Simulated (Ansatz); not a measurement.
Consider Ge$_{16}$H$_{7}$N (slab).

```cif
data_structure
_symmetry_space_group_name_H-M 'P 1'
_symmetry_Int_Tables_number 1
_cell_length_a 8.0601
_cell_length_b 8.0601
_cell_length_c 24.0364
_cell_angle_alpha 90.000
_cell_angle_beta 90.000
_cell_angle_gamma 120.000
_cell_volume 1352.34
loop_
_atom_site_label
_atom_site_type_symbol
_atom_site_fract_x
_atom_site_fract_y
_atom_site_fract_z
_atom_site_occupancy
Ge1 Ge 0.66667 0.33333 0.39648 1
Ge2 Ge 0.66667 0.83333 0.39648 1
Ge3 Ge 0.16667 0.33333 0.39648 1
Ge4 Ge 0.16667 0.83333 0.39648 1
Ge5 Ge 0.50000 0.50000 0.43071 1
Ge6 Ge 0.50000 0.00000 0.43071 1
Ge7 Ge 0.00000 0.50000 0.43071 1
Ge8 Ge 0.00000 0.00000 0.43071 1
Ge9 Ge 0.01422 0.52923 0.53277 1
Ge10 Ge 0.98854 0.97554 0.53422 1
Ge11 Ge 0.51465 0.52850 0.53416 1
Ge12 Ge 0.48797 0.97430 0.53476 1
Ge13 Ge 0.83033 0.65860 0.58626 1
Ge14 Ge 0.84014 0.17897 0.55055 1
Ge15 Ge 0.32684 0.65626 0.58623 1
Ge16 Ge 0.33984 0.17755 0.54026 1
H1 H 0.66259 0.32600 0.33171 1
H2 H 0.66853 0.83730 0.33158 1
H3 H 0.16365 0.32689 0.33170 1
H4 H 0.17103 0.84093 0.33174 1
N1 N 0.84706 0.17888 0.63983 1
H5 H 0.80499 0.04404 0.65444 1
H6 H 0.98445 0.27208 0.65247 1
H7 H 0.75889 0.22478 0.65555 1
```

Method: Ansatz 0.2.0, DFT PBE+D3(BJ), scalar-relativistic, plane waves, PAW.

Q: What can the converged valence pseudo-density and electron localisation function tell about the bonding?

A: N–H (1.02 Å): ρ is about 2.9 e/Å³ halfway; the ELF climbs to about 1 towards the hydrogen, as it does in any bond to H (an ordinary covalent bond to hydrogen).
Ge–H (1.56 Å): ρ at the midpoint is about 0.97 e/Å³; the ELF climbs to about 1 towards the hydrogen.
Ge–N (2.15 Å): the density is about 0.49 e/Å³ at the midpoint; the ELF peaks at about 0.90 in the valence shell of N, 0.6 Å from its nucleus, and is about 0.45 at the midpoint.
Ge–Ge (2.47 Å): the density is about 0.5 e/Å³ at the midpoint; the ELF peaks at about 0.80 between the atoms; a shared electron pair.

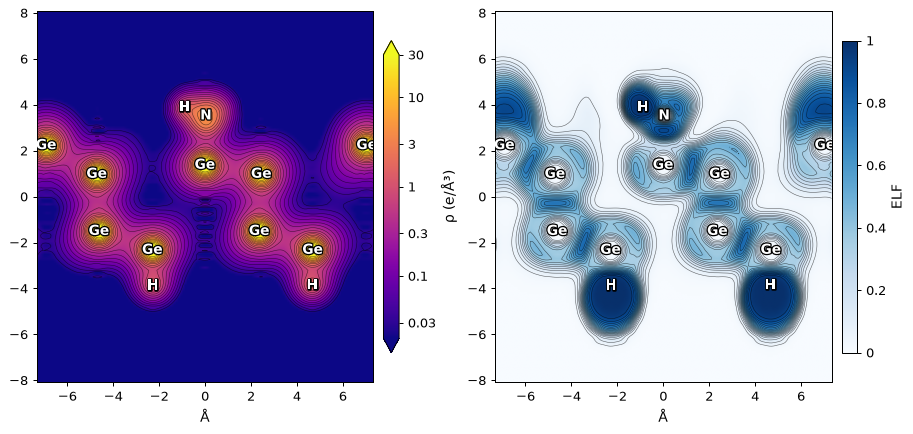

Computed valence pseudo-density and electron localisation function on the (110) plane of the calculation cell, a cut from vacuum to vacuum, in this order. 

Core electrons are frozen (PAW), and the valence fields are smoothed inside the atomic spheres.
